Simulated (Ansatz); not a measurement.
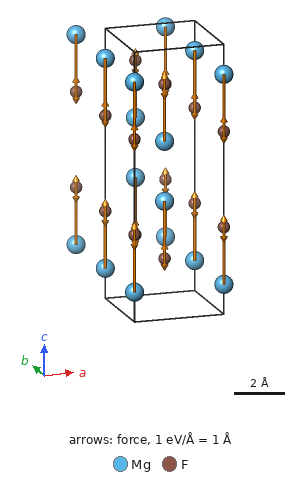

Starting geometry of crystalline MgF (a generated structure, set up in I4/mmm) (coarse preliminary run) with the computed forces as orange arrows. Style: ball-and-stick. Shown: the conventional cell (2 times the calculation's cell), repeated 1 × 2 × 1 with one cell outlined, slightly off an axis. Lengths and directions refer to the drawn axes.

The calculation used DFT PBEsol, scalar-relativistic, plane waves, PAW (Ansatz 0.2.0). Settings: plane-wave cutoff 420 eV; k-point mesh 8 × 8 × 8; occupations gaussian; smearing width 0.1 eV; no spin polarisation; cell and atoms relaxed; force threshold 0.05 eV/Å; at most 80 steps.

What follows when this structure is relaxed?

Answer. It isn't relaxed: the largest force vector, on Mg atoms, is 2.93 eV/Å. The atoms end up moving mostly along the starting forces (cosine between the two patterns 0.92). The largest moves relative to the cell, 0.17 Å, are those of Mg atoms. By element the largest moves are Mg 0.17 Å, F 0.12 Å. The volume changes by −31.9 %, with a = b 3.799 → 3.139 Å (−17.4 %), c 11.315 → 11.283 Å (−0.3 %). Some distances before and after: F–Mg 2.788 → 2.326 Å, Mg–Mg 2.512 → 2.850 Å, F–Mg 2.399 → 2.096 Å. The space group stays I4/mmm (No. 139). After 6 accepted moves (7 points after the start) the energy has fallen by 475 meV per atom. The largest force component goes from 2.9 to 0.029 eV/Å. Pressure: −8.26 GPa at the start and −0.40 GPa at the end. At 1 point the geometry stayed and the basis and grid were re-selected for the new cell (energy shift of 2.7 meV per atom at most each time).
